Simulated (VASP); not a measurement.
Run report: AlP, geometry relaxation (part 2 of 5)

AlP (slab, 8 atoms in the cell); Kohn-Sham DFT of a periodic cell, RPBE, VASP PAW PBE potentials, recommended, no spin polarisation (VASP 6.6.1); cutoff 520 eV, 8×8×1 k-mesh, Gaussian smearing of 0.05 eV. The structure derives from an entry of the Crystallography Open Database. It belongs to a series of runs on one base structure; here: the (1 1 1) slab of AlP, cut from the database cell, not relaxed.

Geometry of the input (Å; fractional positions):
```
3.8544  0.0000  0.0000
-1.9272  3.3380  0.0000
0.0000  0.0000  25.2282
P  0.0000  0.0000  0.2973
P  0.3333  0.6667  0.4220
P  0.6667  0.3333  0.5468
P  0.0000  0.0000  0.6715
Al 0.3333  0.6667  0.3285
Al 0.6667  0.3333  0.4532
Al 0.0000  0.0000  0.5780
Al 0.3333  0.6667  0.7027
```

OSZICAR, continued
```
DAV:   9    -0.365618254662E+02   -0.11981E-02   -0.19088E-04   542   0.157E-01    0.329E-01
DAV:  10    -0.365603117591E+02    0.15137E-02   -0.12439E-04   518   0.120E-01    0.708E-02
DAV:  11    -0.365603701791E+02   -0.58420E-04   -0.32490E-05   555   0.320E-02    0.953E-02
DAV:  12    -0.365602533460E+02    0.11683E-03   -0.81277E-06   566   0.234E-02    0.215E-02
DAV:  13    -0.365602768999E+02   -0.23554E-04   -0.42877E-06   528   0.143E-02    0.478E-02
DAV:  14    -0.365602597258E+02    0.17174E-04   -0.71550E-06   576   0.237E-02    0.333E-02
DAV:  15    -0.365602462838E+02    0.13442E-04   -0.27079E-06   510   0.139E-02    0.944E-03
DAV:  16    -0.365602482666E+02   -0.19829E-05   -0.86269E-07   550   0.436E-03    0.144E-02
DAV:  17    -0.365602471040E+02    0.11626E-05   -0.46551E-08   340   0.170E-03    0.106E-02
DAV:  18    -0.365602460966E+02    0.10073E-05   -0.34349E-07   434   0.342E-03    0.218E-03
DAV:  19    -0.365602462357E+02   -0.13909E-06   -0.78343E-08   371   0.153E-03    0.696E-04
DAV:  20    -0.365602464149E+02   -0.17920E-06   -0.23036E-08   290   0.752E-04    0.461E-04
DAV:  21    -0.365602466952E+02   -0.28024E-06   -0.29750E-08   342   0.554E-04    0.212E-04
DAV:  22    -0.365602468878E+02   -0.19259E-06   -0.14955E-08   328   0.573E-04    0.125E-03
DAV:  23    -0.365602469747E+02   -0.86923E-07   -0.10507E-08   285   0.669E-04
  10 F= -.36560247E+02 E0= -.36551598E+02  d E =-.664994E-02
       N       E                     dE             d eps       ncg     rms          rms(c)
DAV:   1    -0.365539166637E+02    0.63302E-02   -0.26382E+00   420   0.735E+00    0.114E+00
DAV:   2    -0.388524129691E+02   -0.22985E+01   -0.39275E+00   584   0.129E+01    0.243E+00
DAV:   3    -0.369543099565E+02    0.18981E+01   -0.59876E-01   648   0.110E+01    0.184E+00
DAV:   4    -0.366205251334E+02    0.33378E+00   -0.46376E-01   520   0.345E+00    0.134E+00
DAV:   5    -0.366301729231E+02   -0.96478E-02   -0.68405E-02   490   0.135E+00    0.133E+00
DAV:   6    -0.366127482740E+02    0.17425E-01   -0.15056E-02   643   0.138E+00    0.184E+00
DAV:   7    -0.366009454177E+02    0.11803E-01   -0.19328E-02   649   0.119E+00    0.117E+00
DAV:   8    -0.365797707931E+02    0.21175E-01   -0.33679E-03   532   0.353E-01    0.975E-01
DAV:   9    -0.365642825290E+02    0.15488E-01   -0.10457E-03   603   0.235E-01    0.564E-01
DAV:  10    -0.365667348277E+02   -0.24523E-02   -0.40526E-04   495   0.113E-01    0.663E-01
DAV:  11    -0.365612215731E+02    0.55133E-02   -0.12222E-04   520   0.116E-01    0.373E-01
DAV:  12    -0.365604147995E+02    0.80677E-03   -0.30867E-04   520   0.106E-01    0.303E-01
DAV:  13    -0.365597805026E+02    0.63430E-03   -0.13023E-04   568   0.671E-02    0.224E-01
DAV:  14    -0.365591357519E+02    0.64475E-03   -0.22841E-05   606   0.517E-02    0.779E-02
DAV:  15    -0.365591260104E+02    0.97415E-05   -0.22340E-05   495   0.234E-02    0.722E-02
DAV:  16    -0.365590660870E+02    0.59923E-04   -0.27347E-06   585   0.145E-02    0.325E-02
DAV:  17    -0.365590469207E+02    0.19166E-04   -0.15697E-05   522   0.185E-02    0.217E-02
DAV:  18    -0.365590423658E+02    0.45549E-05   -0.79152E-06   563   0.143E-02    0.228E-02
DAV:  19    -0.365591037822E+02   -0.61416E-04   -0.34819E-06   574   0.180E-02    0.710E-02
DAV:  20    -0.365590510513E+02    0.52731E-04   -0.38129E-06   505   0.142E-02    0.315E-02
DAV:  21    -0.365590532927E+02   -0.22413E-05   -0.27778E-06   529   0.195E-02    0.314E-02
DAV:  22    -0.365590446933E+02    0.85993E-05   -0.18214E-06   490   0.700E-03    0.173E-02
DAV:  23    -0.365590458033E+02   -0.11099E-05   -0.30858E-07   478   0.252E-03    0.174E-02
DAV:  24    -0.365590440878E+02    0.17155E-05   -0.53288E-07   462   0.756E-03    0.976E-03
DAV:  25    -0.365590435962E+02    0.49163E-06   -0.30360E-07   451   0.367E-03    0.793E-04
DAV:  26    -0.365590443383E+02   -0.74210E-06   -0.11195E-07   397   0.126E-03    0.922E-04
DAV:  27    -0.365590450627E+02   -0.72445E-06   -0.27117E-08   354   0.144E-03    0.433E-03
DAV:  28    -0.365590455596E+02   -0.49687E-06   -0.34354E-08   327   0.623E-04    0.372E-03
DAV:  29    -0.365590461279E+02   -0.56826E-06   -0.68517E-08   353   0.100E-03    0.955E-04
DAV:  30    -0.365590463684E+02   -0.24051E-06   -0.16097E-08   318   0.572E-04    0.228E-03
DAV:  31    -0.365590464164E+02   -0.47989E-07   -0.12939E-08   316   0.541E-04
  11 F= -.36559046E+02 E0= -.36550367E+02  d E =-.544939E-02
       N       E                     dE             d eps       ncg     rms          rms(c)
DAV:   1    -0.365599327233E+02   -0.88635E-03   -0.90486E-01   420   0.433E+00    0.602E-01
DAV:   2    -0.392535031001E+02   -0.26936E+01   -0.44108E-01   556   0.706E+00    0.514E+00
DAV:   3    -0.365865527318E+02    0.26670E+01   -0.20011E+00   584   0.562E+00    0.152E+00
DAV:   4    -0.365846145947E+02    0.19381E-02   -0.11512E-01   536   0.143E+00    0.100E+00
DAV:   5    -0.365617151645E+02    0.22899E-01   -0.11271E-02   485   0.641E-01    0.175E-01
DAV:   6    -0.365615196898E+02    0.19547E-03   -0.10739E-03   555   0.177E-01    0.133E-01
DAV:   7    -0.365616602206E+02   -0.14053E-03   -0.49754E-04   510   0.128E-01    0.168E-01
DAV:   8    -0.365614111783E+02    0.24904E-03   -0.30044E-04   515   0.970E-02    0.410E-02
DAV:   9    -0.365614444022E+02   -0.33224E-04   -0.50722E-05   513   0.470E-02    0.688E-02
DAV:  10    -0.365613997540E+02    0.44648E-04   -0.16443E-05   513   0.288E-02    0.253E-02
DAV:  11    -0.365613937127E+02    0.60412E-05   -0.27221E-05   508   0.284E-02    0.190E-02
DAV:  12    -0.365613922988E+02    0.14139E-05   -0.61520E-06   511   0.130E-02    0.142E-02
DAV:  13    -0.365613931550E+02   -0.85614E-06   -0.88015E-07   505   0.613E-03    0.146E-02
DAV:  14    -0.365613911057E+02    0.20492E-05   -0.77565E-07   515   0.578E-03    0.220E-03
DAV:  15    -0.365613913101E+02   -0.20438E-06   -0.23099E-07   457   0.270E-03    0.139E-03
DAV:  16    -0.365613914218E+02   -0.11165E-06   -0.60556E-08   310   0.136E-03    0.836E-04
DAV:  17    -0.365613919075E+02   -0.48573E-06   -0.60998E-08   352   0.101E-03    0.509E-04
DAV:  18    -0.365613922726E+02   -0.36515E-06   -0.37711E-08   362   0.785E-04    0.121E-03
DAV:  19    -0.365613926583E+02   -0.38569E-06   -0.60725E-08   353   0.883E-04    0.584E-04
DAV:  20    -0.365613928598E+02   -0.20144E-06   -0.23240E-08   341   0.664E-04    0.250E-04
DAV:  21    -0.365613929822E+02   -0.12247E-06   -0.14555E-08   303   0.380E-04    0.269E-04
DAV:  22    -0.365613930599E+02   -0.77630E-07   -0.74049E-09   305   0.283E-04
  12 F= -.36561393E+02 E0= -.36552724E+02  d E =-.779603E-02
       N       E                     dE             d eps       ncg     rms          rms(c)
DAV:   1    -0.365621061078E+02   -0.71313E-03   -0.40784E-02   420   0.897E-01    0.171E-01
DAV:   2    -0.369953346602E+02   -0.43323E+00   -0.35515E-02   559   0.193E+00    0.373E+00
DAV:   3    -0.365616223595E+02    0.43371E+00   -0.26898E-01   627   0.179E+00    0.533E-02
DAV:   4    -0.365622342280E+02   -0.61187E-03   -0.44671E-03   531   0.289E-01    0.139E-01
DAV:   5    -0.365620041965E+02    0.23003E-03   -0.15544E-04   531   0.802E-02    0.340E-02
DAV:   6    -0.365619974155E+02    0.67810E-05   -0.20939E-05   563   0.251E-02    0.210E-02
DAV:   7    -0.365619988471E+02   -0.14316E-05   -0.88491E-06   513   0.163E-02    0.159E-02
DAV:   8    -0.365619972528E+02    0.15944E-05   -0.46023E-06   531   0.112E-02    0.679E-03
DAV:   9    -0.365619970899E+02    0.16288E-06   -0.47516E-07   534   0.396E-03    0.606E-03
DAV:  10    -0.365619968276E+02    0.26230E-06   -0.56219E-07   528   0.394E-03    0.438E-03
DAV:  11    -0.365619966273E+02    0.20028E-06   -0.18735E-07   427   0.249E-03    0.203E-03
DAV:  12    -0.365619966374E+02   -0.10070E-07   -0.25605E-08   310   0.914E-04
  13 F= -.36561997E+02 E0= -.36553340E+02  d E =-.603578E-03
       N       E                     dE             d eps       ncg     rms          rms(c)
DAV:   1    -0.365619983491E+02   -0.17218E-05   -0.99378E-05   430   0.442E-02    0.753E-03
DAV:   2    -0.365630435685E+02   -0.10452E-02   -0.62675E-05   559   0.797E-02    0.279E-01
DAV:   3    -0.365619970857E+02    0.10465E-02   -0.55588E-05   547   0.790E-02    0.300E-03
DAV:   4    -0.365619983011E+02   -0.12154E-05   -0.78471E-06   566   0.124E-02    0.216E-03
DAV:   5    -0.365619983487E+02   -0.47549E-07   -0.17780E-07   400   0.254E-03
  14 F= -.36561998E+02 E0= -.36553348E+02  d E =-.605289E-03
       N       E                     dE             d eps       ncg     rms          rms(c)
DAV:   1    -0.365620475703E+02   -0.49269E-04   -0.31959E-03   420   0.252E-01    0.378E-02
DAV:   2    -0.365848792766E+02   -0.22832E-01   -0.17734E-03   591   0.413E-01    0.969E-01
DAV:   3    -0.365620249410E+02    0.22854E-01   -0.11421E-03   552   0.399E-01    0.111E-02
DAV:   4    -0.365620478332E+02   -0.22892E-04   -0.24251E-04   574   0.668E-02    0.906E-03
DAV:   5    -0.365620479188E+02   -0.85635E-07   -0.46168E-06   584   0.122E-02    0.603E-03
DAV:   6    -0.365620478606E+02    0.58202E-07   -0.60987E-07   499   0.437E-03
  15 F= -.36562048E+02 E0= -.36553396E+02  d E =-.495119E-04
       N       E                     dE             d eps       ncg     rms          rms(c)
DAV:   1    -0.365620534421E+02   -0.55233E-05   -0.13795E-03   430   0.165E-01    0.242E-02
DAV:   2    -0.365720338053E+02   -0.99804E-02   -0.70316E-04   583   0.260E-01    0.731E-01
DAV:   3    -0.365620442053E+02    0.99896E-02   -0.48168E-04   560   0.253E-01    0.788E-03
DAV:   4    -0.365620538207E+02   -0.96154E-05   -0.95530E-05   574   0.423E-02    0.574E-03
DAV:   5    -0.365620539889E+02   -0.16823E-06   -0.18326E-06   584   0.771E-03    0.399E-03
DAV:   6    -0.365620539435E+02    0.45492E-07   -0.27231E-07   451   0.293E-03
  16 F= -.36562054E+02 E0= -.36553407E+02  d E =-.555948E-04
       N       E                     dE             d eps       ncg     rms          rms(c)
DAV:   1    -0.365620543348E+02   -0.34590E-06   -0.57461E-05   445   0.338E-02    0.545E-03
DAV:   2    -0.365626703646E+02   -0.61603E-03   -0.37686E-05   594   0.603E-02    0.214E-01
DAV:   3    -0.365620535356E+02    0.61683E-03   -0.32540E-05   539   0.606E-02    0.236E-03
DAV:   4    -0.365620543710E+02   -0.83539E-06   -0.48471E-06   579   0.934E-03    0.199E-03
DAV:   5    -0.365620543780E+02   -0.69649E-08   -0.79833E-08   392   0.175E-03
  17 F= -.36562054E+02 E0= -.36553407E+02  d E =-.560293E-04
       N       E                     dE             d eps       ncg     rms          rms(c)
DAV:   1    -0.365620689650E+02   -0.14594E-04   -0.49811E-04   425   0.111E-01    0.183E-02
DAV:   2    -0.365693496679E+02   -0.72807E-02   -0.45573E-04   607   0.219E-01    0.644E-01
DAV:   3    -0.365620611510E+02    0.72885E-02   -0.33822E-04   568   0.212E-01    0.660E-03
DAV:   4    -0.365620674559E+02   -0.63049E-05   -0.57324E-05   579   0.326E-02    0.438E-03
DAV:   5    -0.365620676806E+02   -0.22471E-06   -0.12234E-06   568   0.633E-03    0.367E-03
DAV:   6    -0.365620676603E+02    0.20247E-07   -0.25560E-07   406   0.275E-03
  18 F= -.36562068E+02 E0= -.36553433E+02  d E =-.132824E-04
```

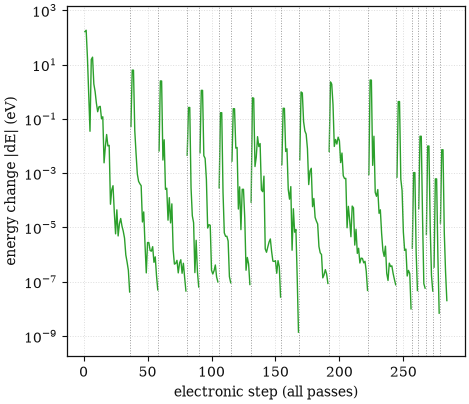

Figure 1. Convergence of the self-consistent field: energy change |dE| against the electronic step. Each stretch between dotted lines is the SCF of one geometry step of a relaxation. The 18 ionic steps take 5 to 36 electronic steps each. The density is held fixed in the first few steps, and dE rises again when its update begins.

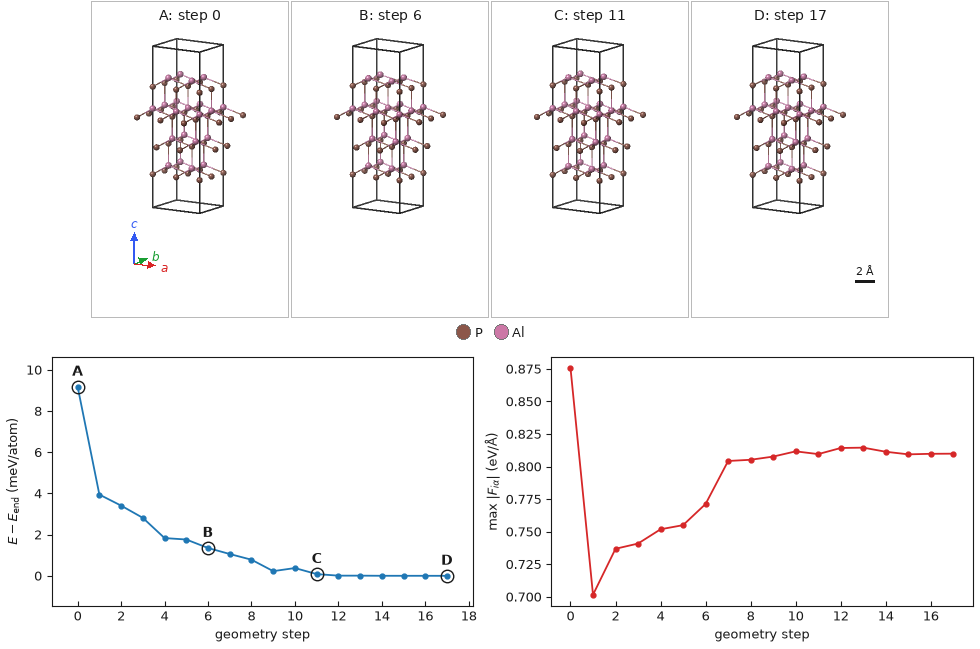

Figure 2. Frames of the relaxation (ball-and-stick view of the 2 × 2 repeat of the cell, with the vacuum cut short, with bonded neighbours outside it, seen slightly off an axis) above the curves, on which the letters mark them (steps are counted from 0).

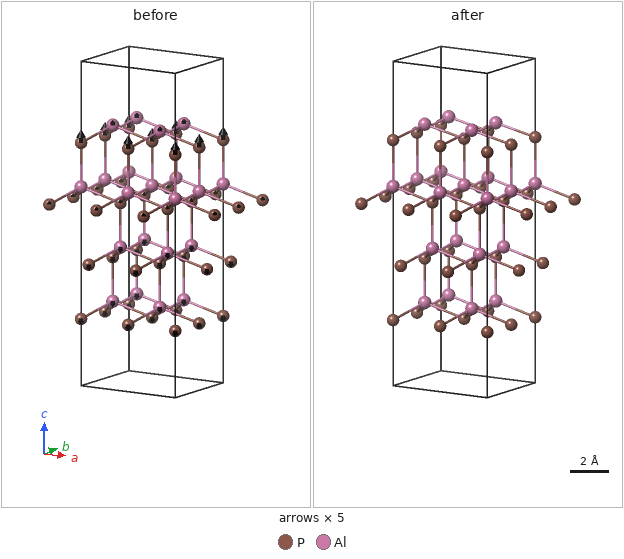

Figure 3. Before (left) and after (right) the relaxation, at one scale (ball-and-stick view of the 2 × 2 repeat of the cell, with the vacuum cut short, with bonded neighbours outside it, seen slightly off an axis). The black arrows give the displacements, magnified 5 times. Over 17 geometry steps the energy falls by 9.2 meV per atom. Largest force component: 0.88 eV/Å at the start, 0.81 eV/Å at the end. The largest move is that of P4, 0.14 Å. Largest moves by element: P 0.14 Å, Al 0.07 Å. The cell doesn't change. Among the contacts that change: P4–Al7 2.360 → 2.480 Å, P3–Al6 2.360 → 2.464 Å, P4–Al8 2.360 → 2.332 Å. Among the angles that change: Al7–P4–Al8 109.5° → 107.4°, Al8–P4–Al8 109.5° → 111.5°, P4–Al8–P4 109.5° → 111.5°. (Atoms are counted from 1 in the order of the input.)

Parts of OUTCAR
```
PREC = Accurate
   ENCUT = 520
   EDIFF = 1E-7
   ISMEAR = 0
   LREAL = False
   LASPH = True
   NELM = 80
   ISIF = 2
   GGA = RP
   IBRION = 2
   NSW = 60
   EDIFFG = -0.005

 ion  position               nearest neighbor table
   1  0.000  0.000  0.297-   5 2.36   5 2.36   5 2.36
   2  0.333  0.667  0.422-   5 2.36   6 2.36   6 2.36   6 2.36
   3  0.667  0.333  0.547-   6 2.36   7 2.36   7 2.36   7 2.36
   4  0.000  0.000  0.672-   7 2.36   8 2.36   8 2.36   8 2.36
   5  0.333  0.667  0.328-   2 2.36   1 2.36   1 2.36   1 2.36
   6  0.667  0.333  0.453-   3 2.36   2 2.36   2 2.36   2 2.36
   7  0.000  0.000  0.578-   4 2.36   3 2.36   3 2.36   3 2.36
   8  0.333  0.667  0.703-   4 2.36   4 2.36   4 2.36

  LATTYP: Found a hexagonal cell.
 ALAT       =     3.8544390642
 C/A-ratio  =     6.5452307356

  Lattice vectors:

 A1 = (   3.8544390642,   0.0000000000,   0.0000000000)
 A2 = (  -1.9272195321,   3.3380421470,   0.0000000000)
 A3 = (   0.0000000000,   0.0000000000,  25.2281930314)

Analysis of symmetry for initial positions (statically):
=====================================================================
 Subroutine PRICEL returns:
 Original cell was already a primitive cell.

 Routine SETGRP: Setting up the symmetry group for a
 hexagonal supercell.

 Subroutine GETGRP returns: Found  6 space group operations
 (whereof  6 operations were pure point group operations)
 out of a pool of 24 trial point group operations.

The static configuration has the point symmetry C_3v.

Analysis of symmetry for dynamics (positions and initial velocities):
=====================================================================
 Subroutine PRICEL returns:
 Original cell was already a primitive cell.

 Routine SETGRP: Setting up the symmetry group for a
 hexagonal supercell.

 Subroutine GETGRP returns: Found  6 space group operations
 (whereof  6 operations were pure point group operations)
 out of a pool of 24 trial point group operations.

The dynamic configuration has the point symmetry C_3v.

Analysis of constrained symmetry for selective dynamics:
=====================================================================
 Subroutine PRICEL returns:
 Original cell was already a primitive cell.

 Routine SETGRP: Setting up the symmetry group for a
 hexagonal supercell.

 Subroutine GETGRP returns: Found  6 space group operations
 (whereof  6 operations were pure point group operations)
 out of a pool of 24 trial point group operations.

The constrained configuration has the point symmetry C_3v.

 Subroutine INISYM returns: Found  6 space group operations
 (whereof  6 operations are pure point group operations),
 and found     1 'primitive' translations

----------------------------------------------------------------------------------------

                                     Primitive cell

  volume of cell :     324.5930

  direct lattice vectors                    reciprocal lattice vectors
     3.854439064  0.000000000  0.000000000     0.259441123  0.149788402  0.000000000
    -1.927219532  3.338042147  0.000000000     0.000000000  0.299576805  0.000000000
     0.000000000  0.000000000 25.228193031     0.000000000  0.000000000  0.039638194

  length of vectors
     3.854439064  3.854439064 25.228193031     0.299576805  0.299576805  0.039638194

  position of ions in fractional coordinates (direct lattice)
     0.000000000  0.000000000  0.297286452
     0.333333333  0.666666667  0.422033251
     0.666666667  0.333333333  0.546780050
     0.000000000  0.000000000  0.671526848
     0.333333333  0.666666667  0.328473152
     0.666666667  0.333333333  0.453219950
     0.000000000  0.000000000  0.577966749
     0.333333333  0.666666667  0.702713548

  ion indices of the primitive-cell ions
   primitive index   ion index
                 1           1
                 2           2
                 3           3
                 4           4
                 5           5
                 6           6
                 7           7
                 8           8

----------------------------------------------------------------------------------------

 KPOINTS: regular mesh

Automatic generation of k-mesh.
 Grid dimensions read from file:
 generate k-points for:    8    8    1

 Generating k-lattice:

  Cartesian coordinates                     Fractional coordinates (reciprocal lattice)
     0.032430140  0.018723550  0.000000000     0.125000000  0.000000000  0.000000000
     0.000000000  0.037447101  0.000000000     0.000000000  0.125000000  0.000000000
     0.000000000  0.000000000  0.039638194     0.000000000  0.000000000  1.000000000

  Length of vectors
     0.037447101  0.037447101  0.039638194

  Shift w.r.t. Gamma in fractional coordinates (k-lattice)
     0.000000000  0.000000000  0.000000000
```
